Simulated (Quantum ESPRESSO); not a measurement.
# E(q) of CoO from supercells

Wanted: E(q) of CoO at simple fractions of a reciprocal vector.

Main program and level: Quantum ESPRESSO 7.5; LDA with U = 2.8 eV on Co d (ortho-atomic projectors); plane waves with GBRV 1.5 LDA potentials, no spin-orbit coupling, flat spiral in a supercell.

### Step 1. Set-up

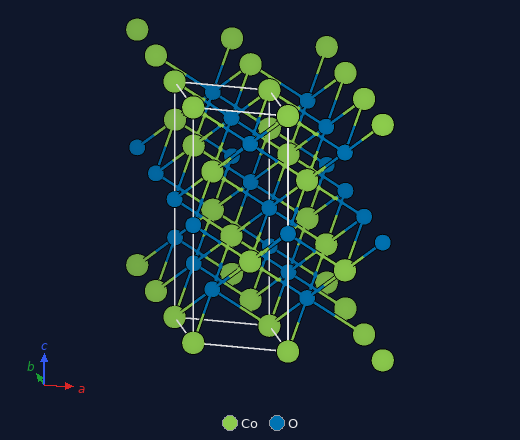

The starting structure, seen slightly off an axis (cobalt green, oxygen blue). 2×3×1 cells are drawn. This picture shows the conventional cell, with its axes. Bonds to atoms that aren't drawn are left out. Some periodic images of atoms are drawn too.

The cell comes from Materials Project 2023-11-01, a database of computed structures, and need not be the stable phase.

### Step 2. Parallel moments, one cell

The input, pw.in:

```
&CONTROL
  calculation = 'scf'
  prefix = 'pwscf'
  outdir = './tmp'
  pseudo_dir = './pseudo'
  disk_io = 'nowf'
/
&SYSTEM
  ibrav = 0
  nat = 2
  ntyp = 2
  ecutwfc = 34
  ecutrho = 238
  nbnd = 36
  occupations = 'smearing'
  smearing = 'fd'
  degauss = 0.00999582
  noncolin = .true.
  starting_magnetization(1) = 0.1765
  angle1(1) = 90
  angle2(1) = 0
  starting_magnetization(2) = 0
/
&ELECTRONS
  conv_thr = 2d-08
  electron_maxstep = 150
  mixing_beta = 0.3
/
ATOMIC_SPECIES
Co     58.9332 co_lda_v1.2.uspp.F.UPF
O      15.9990 o_lda_v1.2.uspp.F.UPF
CELL_PARAMETERS angstrom
   1.5054695445    0.8691832468    2.4399269062
  -1.5054695445    0.8691832468    2.4399269062
   0.0000000000   -1.7383664936    2.4399269062
ATOMIC_POSITIONS crystal
Co      0.0000000000    0.0000000000    0.0000000000
O       0.5000000000    0.5000000000    0.5000000000
K_POINTS automatic
6 6 12 0 0 0
HUBBARD {ortho-atomic}
U Co-3d 2.8000
```

Started as:

```bash
OMP_NUM_THREADS=1 mpirun -n 4 pw.x -nk 4 -in pw.in > pw.out
```

The log of the run:

```text
Program PWSCF v.7.5 starts

     Message from routine setup:
     using ibrav=0 with symmetry is DISCOURAGED, use correct ibrav instead

     K-points division:     npool     =       4
     Subspace diagonalization in iterative solution of the eigenvalue problem:

     G-vector sticks info
     --------------------
     sticks:   dense  smooth     PW     G-vecs:    dense   smooth      PW
     Sum         517     301    109                 7955     3479     749

     Using Slab Decomposition

     bravais-lattice index     =            0
     lattice parameter (alat)  =       5.6613  a.u.
     unit-cell volume          =     129.2730 (a.u.)^3
     number of atoms/cell      =            2
     number of atomic types    =            2
     number of electrons       =        23.00
     number of Kohn-Sham states=           36
     kinetic-energy cutoff     =      34.0000  Ry
     charge density cutoff     =     238.0000  Ry
     scf convergence threshold =      2.0E-08
     mixing beta               =       0.3000
     number of iterations used =            8  plain     mixing
     Exchange-correlation= SLA  PZ   NOGX NOGC
                           (   1   1   0   0   0   0   0)
     Noncollinear calculation without spin-orbit

     Hubbard projectors: ortho-atomic
     Hubbard parameters of DFT+U (Dudarev formulation) in eV:
     U(Co-3d) =  2.8000

     Internal variables: lda_plus_u =T, lda_plus_u_kind = 0

     Internal variables: orbital_resolved =F, hub_pot_fix =F, apply_U = F

     celldm(1)=   5.661350  celldm(2)=   0.000000  celldm(3)=   0.000000
     celldm(4)=   0.000000  celldm(5)=   0.000000  celldm(6)=   0.000000

     crystal axes: (cart. coord. in units of alat)
               a(1) = (   0.502517   0.290128   0.814434 )
               a(2) = (  -0.502517   0.290128   0.814434 )
               a(3) = (   0.000000  -0.580257   0.814434 )

     reciprocal axes: (cart. coord. in units 2 pi/alat)
               b(1) = (  0.994991  0.574458  0.409282 )
               b(2) = ( -0.994991  0.574458  0.409282 )
               b(3) = (  0.000000 -1.148917  0.409282 )

     PseudoPot. # 1 for Co read from file:
     co_lda_v1.2.uspp.F.UPF
     Pseudo is Ultrasoft + core correction, Zval = 17.0
     Generated by new atomic code, or converted to UPF format
     Using radial grid of  863 points,  6 beta functions with:
                l(1) =   0
                l(2) =   0
                l(3) =   1
                l(4) =   1
                l(5) =   2
                l(6) =   2
     Q(r) pseudized with  8 coefficients,  rinner =    1.200   1.200   1.200
                                                       1.200   1.200

     PseudoPot. # 2 for O  read from file:
     o_lda_v1.2.uspp.F.UPF
     Pseudo is Ultrasoft + core correction, Zval =  6.0
     Generated by new atomic code, or converted to UPF format
     Using radial grid of  737 points,  5 beta functions with:
                l(1) =   0
                l(2) =   0
                l(3) =   1
                l(4) =   1
                l(5) =   2
     Q(r) pseudized with  8 coefficients,  rinner =    0.900   0.900   0.900
                                                       0.900   0.900

     atomic species   valence    mass     pseudopotential
     Co               17.00    58.93320     Co( 1.00)
     O                 6.00    15.99900     O ( 1.00)

      4 Sym. Ops., with inversion, found

   Cartesian axes

     site n.     atom                  positions (alat units)
         1        Co     tau(   1) = (   0.0000000   0.0000000   0.0000000  )
         2        O      tau(   2) = (   0.0000000   0.0000000   1.2216504  )

     number of k points=   239  Fermi-Dirac smearing, width (Ry)=  0.0100

     Number of k-points >= 100: set verbosity='high' to print them.

     Dense  grid:     7955 G-vectors     FFT dimensions: (  27,  27,  27)

     Smooth grid:     3479 G-vectors     FFT dimensions: (  24,  24,  24)

     Check: negative core charge=   -0.000023
     Generating pointlists ...
     new r_m :   0.2924 (alat units)  1.6555 (a.u.) for type    1
     new r_m :   0.2924 (alat units)  1.6555 (a.u.) for type    2

     Initial potential from superposition of free atoms

     starting charge      22.0000, renormalised to      23.0000

     STARTING HUBBARD OCCUPATIONS:

     ================= HUBBARD OCCUPATIONS ================
     ------------------------ ATOM    1 ------------------------
     Tr[ns(  1)] (up, down, total) =   3.50000  3.50000  7.00000
     [... lines left out ...]
     Atomic magnetic moment mx, my, mz =     3.000000    0.000000    0.000000

     Number of occupied Hubbard levels =    7.0000

 ==============================================================================
     atom number    1 relative position :    0.0000   0.0000   0.0000
     charge :    15.165633  (integrated on a sphere of radius 0.292)
     magnetization :          2.658907    0.000000    0.000000
     magnetization/charge:    0.175324    0.000000    0.000000
     polar coord.: r, theta, phi [deg] :     2.658907   90.000000    0.000000

 ==============================================================================

 ==============================================================================
     atom number    2 relative position :    0.0000   0.0000   1.2217
     charge :     5.490979  (integrated on a sphere of radius 0.292)
     magnetization :          0.039154    0.000000    0.000000
     magnetization/charge:    0.007131    0.000000    0.000000
     polar coord.: r, theta, phi [deg] :     0.039154   90.000000    0.000000

 ==============================================================================

     Atomic wfc used for Hubbard projectors are orthogonalized

     Starting wfcs are   34 randomized atomic wfcs +    2 random wfcs

     Self-consistent Calculation

     iteration #  1     ecut=    34.00 Ry     beta= 0.30
     Davidson diagonalization with overlap
     ethr =  1.00E-02,  avg # of iterations =  4.2

     ================= HUBBARD OCCUPATIONS ================
     ------------------------ ATOM    1 ------------------------
     Tr[ns(  1)] (up, down, total) =   2.79223  2.79223  5.58447
     [... lines left out ...]
     Atomic magnetic moment mx, my, mz =     3.604750   -0.000000    0.000000

     Number of occupied Hubbard levels =    5.5845

     total energy              =    -328.63285179 Ry
     estimated scf accuracy    <       6.06830874 Ry

     total magnetization       =     3.55    -0.00    -0.00 Bohr mag/cell
     absolute magnetization    =     3.63 Bohr mag/cell

     iteration #  2     ecut=    34.00 Ry     beta= 0.30
     Davidson diagonalization with overlap
     ethr =  1.00E-02,  avg # of iterations =  2.1

     total energy              =    -329.56090607 Ry
     estimated scf accuracy    <       5.60296390 Ry

     total magnetization       =     0.82     0.00     0.00 Bohr mag/cell
     absolute magnetization    =     0.86 Bohr mag/cell

     iteration #  3     ecut=    34.00 Ry     beta= 0.30
     Davidson diagonalization with overlap
     ethr =  1.00E-02,  avg # of iterations =  2.0

     total energy              =    -330.42078091 Ry
     estimated scf accuracy    <       0.21126296 Ry

     total magnetization       =     3.01    -0.00     0.00 Bohr mag/cell
     absolute magnetization    =     3.03 Bohr mag/cell

     [... further iterations left out ...]

     iteration # 14     ecut=    34.00 Ry     beta= 0.30
     Davidson diagonalization with overlap
     ethr =  2.15E-08,  avg # of iterations =  2.0

     total energy              =    -330.44258125 Ry
     estimated scf accuracy    <       0.00000063 Ry

     total magnetization       =     2.91     0.00    -0.00 Bohr mag/cell
     absolute magnetization    =     2.92 Bohr mag/cell

     iteration # 15     ecut=    34.00 Ry     beta= 0.30
     Davidson diagonalization with overlap
     ethr =  2.73E-09,  avg # of iterations =  2.0

     total energy              =    -330.44258140 Ry
     estimated scf accuracy    <       0.00000023 Ry

     total magnetization       =     2.91    -0.00    -0.00 Bohr mag/cell
     absolute magnetization    =     2.92 Bohr mag/cell

     iteration # 16     ecut=    34.00 Ry     beta= 0.30
     Davidson diagonalization with overlap
     ethr =  1.02E-09,  avg # of iterations =  2.0

     total energy              =    -330.44258141 Ry
     estimated scf accuracy    <       0.00000006 Ry

     total magnetization       =     2.91     0.00     0.00 Bohr mag/cell
     absolute magnetization    =     2.92 Bohr mag/cell

     iteration # 17     ecut=    34.00 Ry     beta= 0.30
     Davidson diagonalization with overlap
     ethr =  2.73E-10,  avg # of iterations =  1.0

 ==============================================================================
     atom number    1 relative position :    0.0000   0.0000   0.0000
     charge :    14.598180  (integrated on a sphere of radius 0.292)
     magnetization :          2.520629   -0.000000    0.000000
     magnetization/charge:    0.172667   -0.000000    0.000000
     polar coord.: r, theta, phi [deg] :     2.520629   90.000000   -0.000000

 ==============================================================================

 ==============================================================================
     atom number    2 relative position :    0.0000   0.0000   1.2217
     charge :     5.732260  (integrated on a sphere of radius 0.292)
     magnetization :          0.275642   -0.000000    0.000000
     magnetization/charge:    0.048086   -0.000000    0.000000
     polar coord.: r, theta, phi [deg] :     0.275642   90.000000   -0.000000

 ==============================================================================

     End of self-consistent calculation

     ================= HUBBARD OCCUPATIONS ================
     ------------------------ ATOM    1 ------------------------
     Tr[ns(  1)] (up, down, total) =   3.66428  3.66428  7.32856
     [... lines left out ...]
     Atomic magnetic moment mx, my, mz =     2.580873   -0.000000    0.000000

     Number of occupied Hubbard levels =    7.3286

     Number of k-points >= 100: set verbosity='high' to print the bands.

     the Fermi energy is    13.1594 ev

!    total energy              =    -330.44258144 Ry
     estimated scf accuracy    <          1.5E-09 Ry
     smearing contrib. (-TS)   =      -0.01300252 Ry
     internal energy E=F+TS    =    -330.42957892 Ry

     The total energy is F=E-TS. E is the sum of the following terms:
     one-electron contribution =    -181.80737554 Ry
     hartree contribution      =     104.04824784 Ry
     xc contribution           =     -39.42401037 Ry
     ewald contribution        =    -213.34335933 Ry
     Hubbard energy            =       0.09691848 Ry

     total magnetization       =     2.91     0.00     0.00 Bohr mag/cell
     absolute magnetization    =     2.92 Bohr mag/cell

     convergence has been achieved in  17 iterations

=------------------------------------------------------------------------------=
   JOB DONE.
=------------------------------------------------------------------------------=
```

Wall time 49 s (4 MPI ranks of Arm Neoverse V2, shared host); peak memory 0.39 GiB; 3.3 min of CPU time.

Spin moment in the atom's sphere by atom:

```
atom  x (μB)  y (μB)  z (μB)  size
 Co1    2.52    0.00    0.00  2.52
  O2    0.28    0.00    0.00  0.28
```

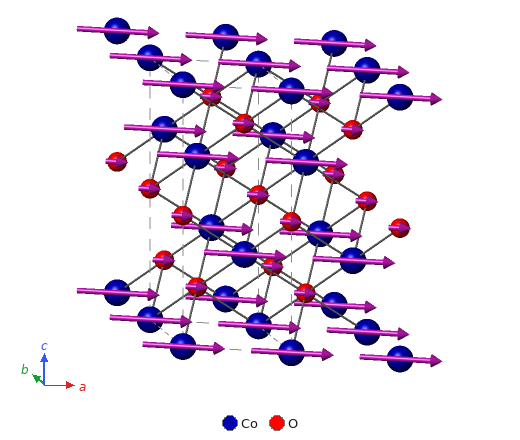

Spin moment in the atom's sphere as arrows, the longest 2.52 μB. Each arrow also spans its atom, so small moments look longer than they are. Bonds to atoms that aren't drawn are left out. 2×2×1 conventional cells are drawn. Some periodic images of atoms are drawn too.

Numbers from this step:

| Quantity | Value |
| --- | --- |
| smearing term TS | 0.1769 eV |
| magnetization | 2.907, 0, 0 μB |
| absolute magnetization | 2.924 μB |
| final state | ferromagnetic |

### Step 3. One turn in 2 cells along the input cell's c

Neighbouring cells are turned by 180° in the xy plane; the cell holds 4 atoms.

The input, pw.in:

```
&CONTROL
  calculation = 'scf'
  prefix = 'pwscf'
  outdir = './tmp'
  pseudo_dir = './pseudo'
  disk_io = 'nowf'
/
&SYSTEM
  ibrav = 0
  nat = 4
  ntyp = 4
  ecutwfc = 34
  ecutrho = 238
  nbnd = 64
  occupations = 'smearing'
  smearing = 'fd'
  degauss = 0.00999582
  noncolin = .true.
  starting_magnetization(1) = 0.1765
  angle1(1) = 90
  angle2(1) = 0
  starting_magnetization(2) = 0.1765
  angle1(2) = 90
  angle2(2) = 180
  starting_magnetization(3) = 0
  starting_magnetization(4) = 0
/
&ELECTRONS
  conv_thr = 4d-08
  electron_maxstep = 150
  mixing_beta = 0.3
/
ATOMIC_SPECIES
Co1    58.9332 co_lda_v1.2.uspp.F.UPF
Co2    58.9332 co_lda_v1.2.uspp.F.UPF
O1     15.9990 o_lda_v1.2.uspp.F.UPF
O2     15.9990 o_lda_v1.2.uspp.F.UPF
CELL_PARAMETERS angstrom
   1.5054695445    0.8691832468    2.4399269062
  -1.5054695445    0.8691832468    2.4399269062
   0.0000000000   -3.4767329872    4.8798538124
ATOMIC_POSITIONS crystal
Co1     0.0000000000    0.0000000000    0.0000000000
Co2     0.0000000000    0.0000000000    0.5000000000
O1      0.5000000000    0.5000000000    0.2500000000
O2      0.5000000000    0.5000000000    0.7500000000
K_POINTS automatic
6 6 6 0 0 0
HUBBARD {ortho-atomic}
U Co1-3d 2.8000
U Co2-3d 2.8000
```

The log of the run:

```text
     [... lines left out ...]
Program PWSCF v.7.5 starts
     [... lines left out ...]
     number of atoms/cell      =            4
     [... lines left out ...]
     number of electrons       =        46.00
     number of Kohn-Sham states=           64
     kinetic-energy cutoff     =      34.0000  Ry
     charge density cutoff     =     238.0000  Ry
     scf convergence threshold =      4.0E-08
     [... lines left out ...]
     Noncollinear calculation without spin-orbit
     [... lines left out ...]
      2 Sym. Ops. (no inversion) found
     [... lines left out ...]
     number of k points=   126  Fermi-Dirac smearing, width (Ry)=  0.0100
     [... lines left out ...]
     iteration # 24     ecut=    34.00 Ry     beta= 0.30
     [... lines left out ...]
     atom number    1 relative position :    0.0000   0.0000   0.0000
     [... lines left out ...]
     magnetization :          2.473719    0.000000   -0.000000
     [... lines left out ...]
     atom number    2 relative position :    0.0000  -0.5803   0.8144
     [... lines left out ...]
     magnetization :         -2.473678   -0.000000   -0.000000
     [... lines left out ...]
     atom number    3 relative position :    0.0000   0.0000   1.2217
     [... lines left out ...]
     magnetization :          0.000001    0.000000   -0.000000
     [... lines left out ...]
     atom number    4 relative position :    0.0000  -0.5803   2.0361
     [... lines left out ...]
     magnetization :          0.000000    0.000000    0.000000
     [... lines left out ...]
     Tr[ns(  1)] (up, down, total) =   3.67408  3.67408  7.34815
     [... lines left out ...]
     Tr[ns(  2)] (up, down, total) =   3.67410  3.67410  7.34820
     [... lines left out ...]
     the Fermi energy is    13.1427 ev
!    total energy              =    -660.89504783 Ry
     estimated scf accuracy    <       0.00000001 Ry
     smearing contrib. (-TS)   =      -0.02475585 Ry
     [... lines left out ...]
     total magnetization       =     0.00     0.00    -0.00 Bohr mag/cell
     absolute magnetization    =     5.27 Bohr mag/cell
     convergence has been achieved in  24 iterations
```

Run time: 2.4 min. Hardware: 4 MPI ranks; peak memory 0.61 GiB; 9.5 min of CPU time.

Spin moment in the atom's sphere by atom:

| atom | x (μB) | y (μB) | z (μB) | size |
| --- | --- | --- | --- | --- |
| Co1 | 2.47 | 0.00 | 0.00 | 2.47 |
| Co2 | -2.47 | 0.00 | 0.00 | 2.47 |
| O3 | 0.00 | 0.00 | 0.00 | 0.00 |
| O4 | 0.00 | 0.00 | 0.00 | 0.00 |

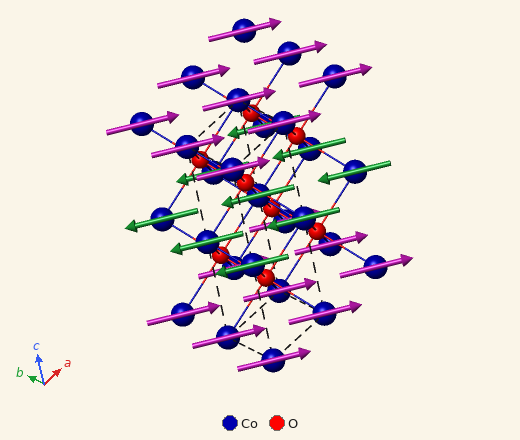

Spin moment in the atom's sphere as arrows, the longest 2.47 μB. The two directions have two colours. Bonds to atoms that aren't drawn are left out. 2×2×1 cells are drawn. Some periodic images of atoms are drawn too.

Read from the output:

```yaml
smearing_term_ts: 0.3368 eV
magnetization: 0, 0, 0 μB
absolute_magnetization: 5.273 μB
final_state: antiferromagnetic
```

(Continued in part 2 of 2.)

[Logs and program files are shortened in this print: banners, set-up blocks, solver, clock and traceback lines can be left out without a mark of their own.]

[Logs are printed without paths, hosts, clocks, repeated set-up lines and the standing remarks that a program may print on its own settings, such as how far it seeks lower states.]

[Hosts, paths, dates, database ids (printed as entryN), source tags and the programs' standing remarks are cut or masked in the printed files.]

[Where a cell is said to come from a database of computed structures, the database is the Materials Project.]
